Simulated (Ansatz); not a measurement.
## Electronic structure of Mg3O in real space

The calculation's input:

```
crystal:
  lattice:
    - [-1.9253741261, 1.9253741261, 4.3008357102]
    - [1.9253741261, -1.9253741261, 4.3008357102]
    - [1.9253741261, 1.9253741261, -4.3008357102]
  atoms:
    - { symbol: Mg, position: [0.5, 0.5, 0.0] }
    - { symbol: Mg, position: [0.25, 0.75, 0.5] }
    - { symbol: Mg, position: [0.75, 0.25, 0.5] }
    - { symbol: O, position: [0.0, 0.0, 0.0] }
basis:
  ecutwfc: 420
kpoints:
  mp_grid: { grid: [16, 16, 16] }
hamiltonian:
  xc: pbe
scf:
  occupations: { method: gaussian, width: 0.1 }
output:
  forces: true
  stress: true
  eigenvalues: true
  write_density: true
  write_potential: true
  elf: true
  volumetric_format: npy
relax:
  adjacent_minimum: "off"
  f_tol: 0.01
  max_steps: 80
  cell: { stress_tol: 0.05 }
```

Launched as:

```sh
ansatz run input.yaml --threads 1 --pin off --max-ram 2560MiB --backend cpu --events-out ev --progress --plain --runs-dir out
```

Below, planes, directions and counts refer to the conventional cell (a = 3.70 Å, b = 3.70 Å, c = 9.82 Å, α = 90.00°, β = 90.00°, γ = 90.00°).

The fields are those of the relaxed geometry.

Space group I4/mmm; started from the TiAl3 (D0_22)_139 prototype, which need not be the ambient phase.

The calculation used Ansatz 0.2.0, DFT PBE, scalar-relativistic, plane waves, PAW.

In a PAW calculation such maps are meaningful between the atoms, not at the nuclei.

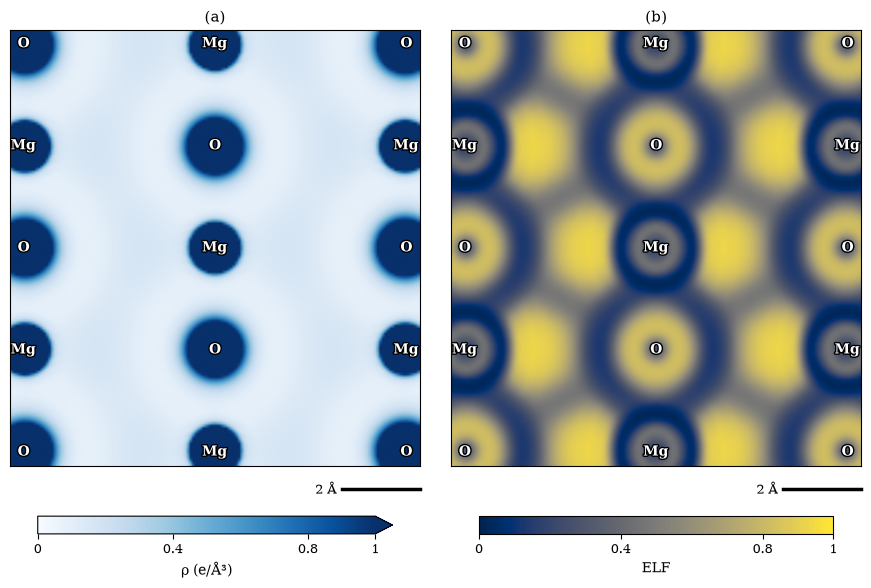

Figure 1. (a) valence charge density (pseudo); (b) ELF on the (110) plane of the conventional cell.

### Read the bonding off the picture.

The section cuts through Mg and O sites.
Mg–O (2.62 Å): the density is about 0.13 e/Å³ at the midpoint, with its minimum of 0.1 e/Å³ about 1.1 Å from Mg; the ELF is about 0.25 at the midpoint; no localised pair shows between them.
Between the atoms the lowest density in this plane is 0.08 e/Å³.
The ELF has a maximum of about 0.95 in the space between the atoms, 1.8 Å from five Mg atoms, on no atom or two-centre bond.

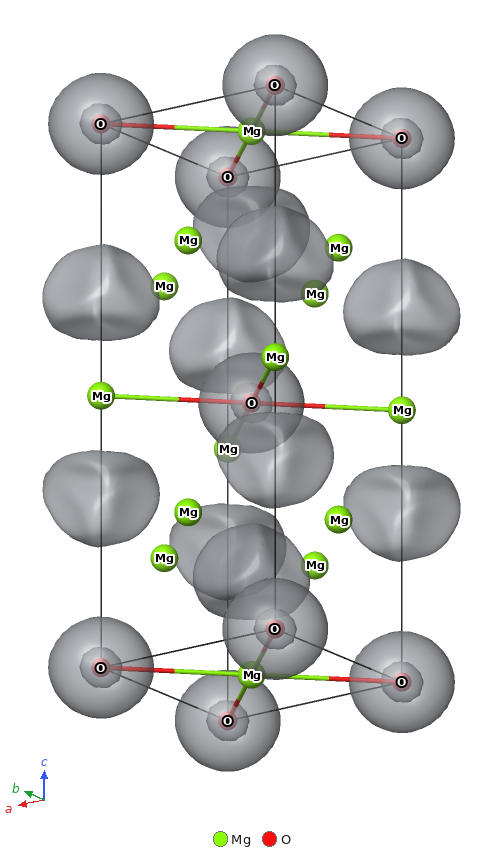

Figure 2. Isosurface of the ELF at 0.7 (grey), seen at an oblique angle. Only the valence region is drawn (cores and ρ < 0.01 e/Å³ removed). Sticks mark near contacts.

### Identify the bonds, lone pairs and shells in this picture.

The surface consists of two regions wrapped around O (the valence shell of each) and four pockets between the atoms, centred on no nucleus (multi-centre or interstitial), counted in one cell of 8 atoms. Regions shared between cells count once.

### Does the calculation make it a metal, or give it a gap?

It is gapless in this calculation (a metal or semimetal).
